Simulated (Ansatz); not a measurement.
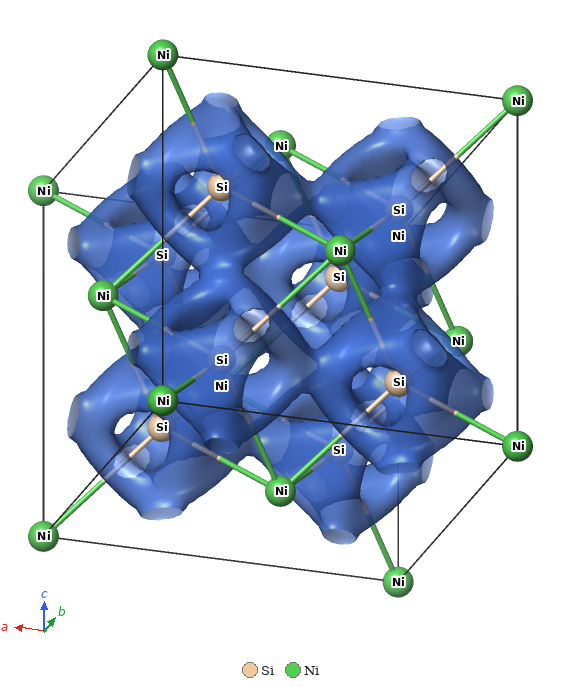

Figure 1: Si$_{2}$Ni. Isosurface of the ELF at 0.6 (blue), seen at an oblique angle. Core shells and regions of very low density are left out. Sticks mark near contacts.

Space group Fm-3m; computed without spin polarisation.

Method: DFT PBEsol, scalar-relativistic, plane waves, PAW (Ansatz 0.2.0).

Core electrons are frozen (PAW), and the valence fields are smoothed inside the atomic spheres.

The calculation's input:

```
crystal:
  lattice:
    - [3.8123023511, 0.0, 0.0]
    - [-1.9061511756, 3.301550683, 0.0]
    - [1.9061511756, 1.1005168943, 3.1127318352]
  atoms:
    - { symbol: Si, position: [0.5, 0.75, 0.75] }
    - { symbol: Si, position: [0.5, 0.25, 0.25] }
    - { symbol: Ni, position: [0.0, 0.0, 0.0] }
basis:
  ecutwfc: 420
kpoints:
  mp_grid: { grid: [9, 9, 11] }
hamiltonian:
  xc: pbesol
scf:
  occupations: { method: gaussian, width: 0.1 }
output:
  forces: true
  stress: true
  eigenvalues: true
  write_density: true
  write_potential: true
  elf: true
  volumetric_format: npy
```

Launched as:

```sh
ansatz run input.yaml --threads 2 --pin off --max-ram 5120MiB --backend cpu --events-out ev --progress --plain --runs-dir out
```

Below, planes, directions and counts refer to the conventional cell (a = 5.39 Å, b = 5.39 Å, c = 5.39 Å, α = 90.00°, β = 90.00°, γ = 90.00°).

Identify the bonds, lone pairs and shells in this picture.

Answer. The ELF exceeds this value in one network that runs through the whole crystal, counted in one cell of 12 atoms. Any copies at cell faces, edges or corners count once.

Values along the shortest contacts:
Si–Ni (2.33 Å): the ELF peaks at about 0.75 in the valence shell of Si, 0.9 Å from its nucleus, and is about 0.50 at the midpoint.

Does the calculation make it a metal, or give it a gap?

Answer. It is metallic or semimetallic at this level of theory: no gap opens.
